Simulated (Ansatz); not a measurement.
The structure in question:

```yaml
crystal:
  lattice:
    - [2.34936, 0.00000, 0.00000]
    - [-1.17468, 2.03460, 0.00000]
    - [0.00000, 0.00000, 3.93376]
  atoms:
    - { symbol: Co, position: [0.66667, 0.33333, 0.25673] }
    - { symbol: Co, position: [0.33333, 0.66667, 0.74327] }
```

> Give a crystallographic description of this input.

The element is cobalt. The space group is P-3m1 (No. 164); the lattice is primitive hexagonal. The cell holds two atoms. Co bonds to twelve Co in an anticuboctahedral arrangement at 2.35 to 2.43 Å. The bonds build a three-dimensional framework.

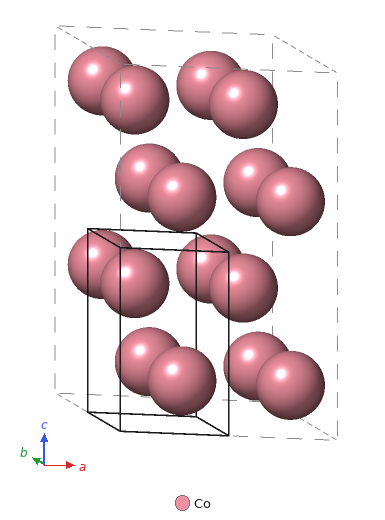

The structure above is drawn in spheres-only style and viewed slightly off an axis. The structure is repeated 2×2×2 times; solid lines mark one conventional unit cell. Colours: cobalt pink.

The model was built from a structure listed in the Materials Project. The cell was then strained or its atoms displaced on purpose. Ansatz was used for an electronic-structure calculation on it.

At this level of theory the run's own cell isn't at rest (compressed, at 39 GPa), so its distances can differ from those at equilibrium, the more so the softer the solid.
